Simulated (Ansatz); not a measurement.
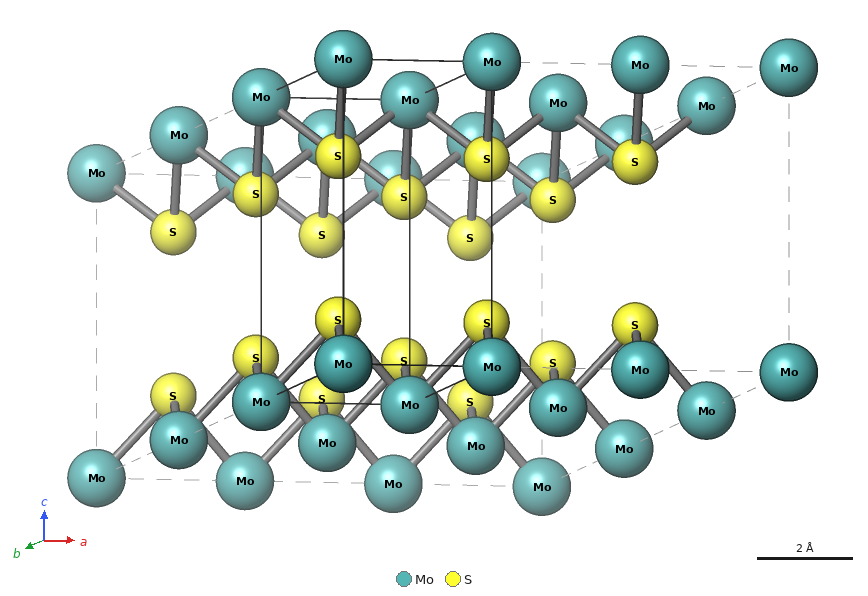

The image is a ball-and-stick drawing of a crystal, viewed from a general direction. The drawing covers 3×3×1 cells, and the solid lines enclose one conventional unit cell.

MoS₂, space group P-6m2 (No. 187), a = 3.15 Å, b = 3.15 Å, c = 6.78 Å, α = 90.00°, β = 90.00°, γ = 120.00°.

Level of theory and settings: Ansatz 0.2.0, DFT PBE+D3(BJ), scalar-relativistic, plane waves, PAW, 420 eV cutoff, a 12×12×4 mesh of k-points, Gaussian smearing of 0.02 eV, no spin polarisation.

> What is the band gap, if any?

A semiconductor at this level, with a gap of 1.31 eV on the k-mesh (the true edges may lie between mesh points, so the gap can be somewhat smaller).

It goes back to a structure listed in the Materials Project. The cell was then strained or its atoms displaced on purpose. The atoms were relaxed in a fixed cell with Ansatz 0.2.0, DFT PBE+D3(BJ), scalar-relativistic, plane waves, PAW.
